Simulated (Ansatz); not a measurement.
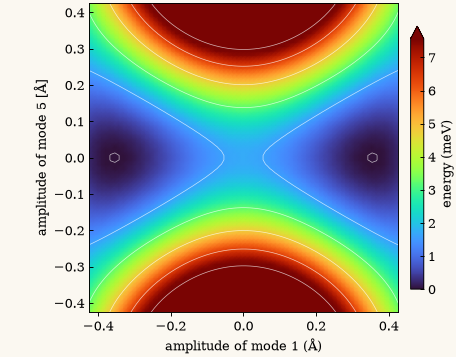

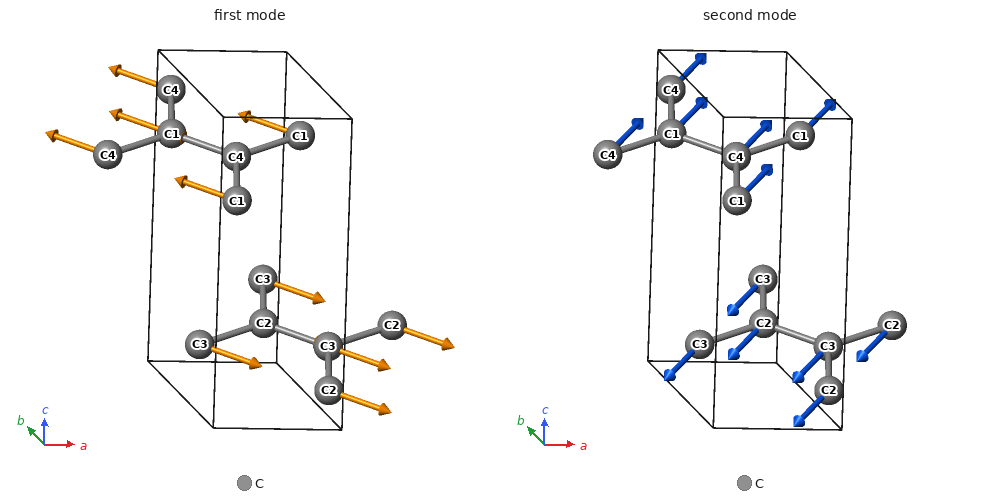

Energy landscape of C (Cmme, No. 67; 4 atoms in the cell). The energy is mapped over two normal modes frozen in (zone-centre modes of the 4-atom cell of this scan). The first coordinate is: amplitude of mode 1 (19i cm⁻¹), largest displacement; the second: amplitude of mode 5 (31 cm⁻¹), largest displacement. Nothing is relaxed (the cell and all other modes fixed). The grid has 11 × 11 points; 36 points were computed and 85 follow by symmetry. Points are written as (first, second). Energies: meV per cell, counted from the lowest grid point. Level of theory: Ansatz, DFT PBEsol, scalar-relativistic, plane waves, PAW. Settings: cutoff 520 eV, k-mesh 18×18×6 in the order of the run's cell vectors, gaussian smearing 0.15 eV, no spin polarisation.

In the figure: a smooth colour map with a few white contour lines, one colour for all values above the top of the scale. Between grid points the surface is interpolated. The second picture is the reference structure; its two panels give the patterns of the first and the second mode as arrows.

**Where are the wells?**

The lowest grid point is at (−0.341 Å, 0.000 Å); the map holds 2 wells of about this depth. It is the only kind of minimum in the scanned range. The highest grid point, (0.000 Å, −0.426 Å), lies 12.4 meV above the lowest. On the interpolated surface the easiest way out of the lowest well to a well of about the same depth near (0.341 Å, 0.000 Å) passes a barrier of about 1.7 meV.

Grid values (meV):

```tsv
second ↓, first →	−0.426	−0.341	−0.256	−0.170	−0.085	0.000	0.085	0.170	0.256	0.341	0.426
0.426	3.4	5.5	8.0	10.2	11.8	12.4	11.8	10.2	8.0	5.5	3.4
0.341	2.6	4.1	6.0	7.7	9.1	9.5	9.1	7.7	6.0	4.1	2.6
0.256	1.8	2.6	3.8	5.2	6.2	6.5	6.2	5.2	3.8	2.6	1.8
0.170	1.0	1.2	2.0	2.9	3.7	4.0	3.7	2.9	2.0	1.2	1.0
0.085	0.4	0.3	0.8	1.4	2.0	2.3	2.0	1.4	0.8	0.3	0.4
0.000	0.2	0.0	0.3	0.9	1.5	1.7	1.5	0.9	0.3	0.0	0.2
−0.085	0.4	0.3	0.8	1.4	2.0	2.3	2.0	1.4	0.8	0.3	0.4
−0.170	1.0	1.2	2.0	2.9	3.7	4.0	3.7	2.9	2.0	1.2	1.0
−0.256	1.8	2.6	3.8	5.2	6.2	6.5	6.2	5.2	3.8	2.6	1.8
−0.341	2.6	4.1	6.0	7.7	9.1	9.5	9.1	7.7	6.0	4.1	2.6
−0.426	3.4	5.5	8.0	10.2	11.8	12.4	11.8	10.2	8.0	5.5	3.4
```

Time for the 36 points that were run: 3.8 min on 4 threads of AMD EPYC 7R43 64-Core Processor (Zen 3), with other jobs on the host.

PAW datasets: the set soft_1.
